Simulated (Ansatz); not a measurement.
System: TiO$_{2}$, space group I4_1/amd (No. 141), 6 atoms in the cell.

```cif
data_structure
_symmetry_space_group_name_H-M 'P 1'
_symmetry_Int_Tables_number 1
_cell_length_a 5.5430
_cell_length_b 5.5430
_cell_length_c 5.5430
_cell_angle_alpha 139.917
_cell_angle_beta 139.917
_cell_angle_gamma 57.980
_cell_volume 69.98
loop_
_atom_site_label
_atom_site_type_symbol
_atom_site_fract_x
_atom_site_fract_y
_atom_site_fract_z
_atom_site_occupancy
Ti1 Ti 0.00000 0.00000 0.00000 1
Ti2 Ti 0.75000 0.25000 0.50000 1
O1 O 0.20649 0.20649 0.00000 1
O2 O 0.95649 0.45649 0.50000 1
O3 O 0.54351 0.04351 0.50000 1
O4 O 0.79351 0.79351 0.00000 1
```

Level of theory: DFT PBEsol, scalar-relativistic, plane waves, PAW, no spin polarisation, 10×10×10 k mesh, Gaussian smearing of 0.02 eV; code Ansatz.

What does the calculation give for the electronic structure? The path is Γ–X–P–N–Γ–M–S|S0–Γ|X–R|G–M.

The material is gapped. The gap along this path is 2.08 eV and indirect, from the valence-band top between Γ and X to the conduction-band bottom at Γ; the smallest direct gap is 2.39 eV, between Γ and M. The top valence band spans 0.8 eV and the lowest conduction band 1.4 eV. The direct gaps are 3.27 eV at X, 2.51 eV at M and 2.51 eV at Γ. By projected weight, the top eV of the valence band is O 2p almost alone; the bottom eV of the conduction band is Ti 3d almost alone. The gap is of charge-transfer type, from anion p to metal d states.

The cell is at −6 GPa in this functional.

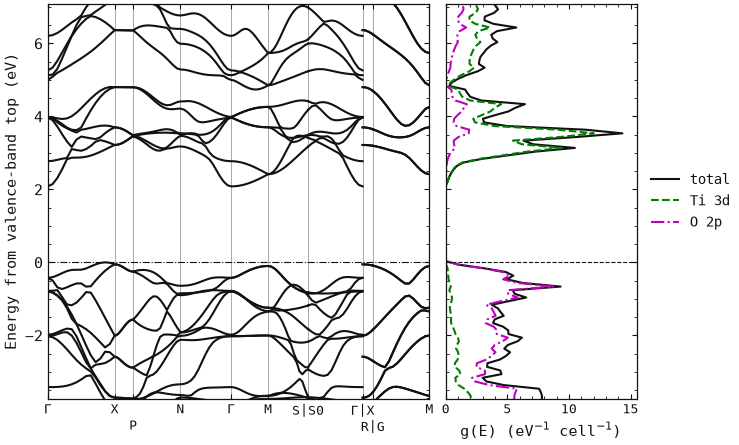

Band structure and density of states. Energies are counted from the top of the valence band. The partial curves are projected on Löwdin-orthogonalised atomic shells.
